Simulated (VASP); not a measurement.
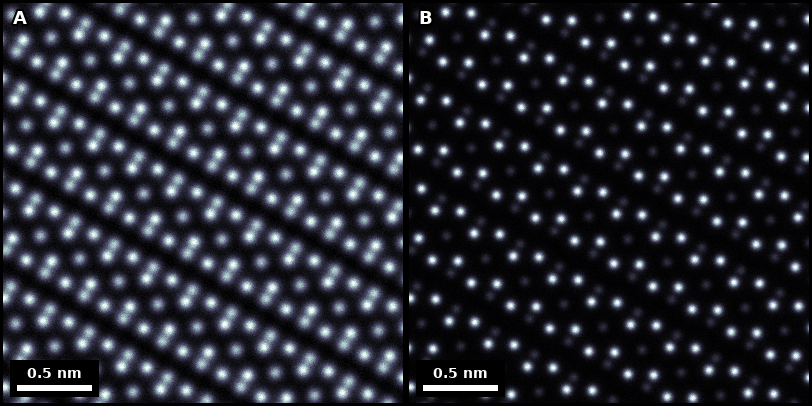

Two simulated images of the same area of Ga₂O₃ (C2/m, No. 12) along [001], with a probe of 0.50 Å. One is incoherent Z contrast (Z^1.7 per atom), the other the projected potential of neutral atoms blurred by the probe (iDPC-like, thin sample). Brightness is counted from the darkest point of the image. Shot noise was added. Structure: the geometry relaxed with VASP Kohn-Sham DFT of a periodic cell, PBEsol with D4, VASP PAW PBE potentials, recommended in VASP.

Which panel is which, and how can one tell?

Answer. B is the Z-contrast image and A the potential image. The columns of 2 O per repeat reach about 20 % of the brightest peak (1 Ga) in B but about 77 % in A, mainly since the potential grows much more slowly with atomic number.
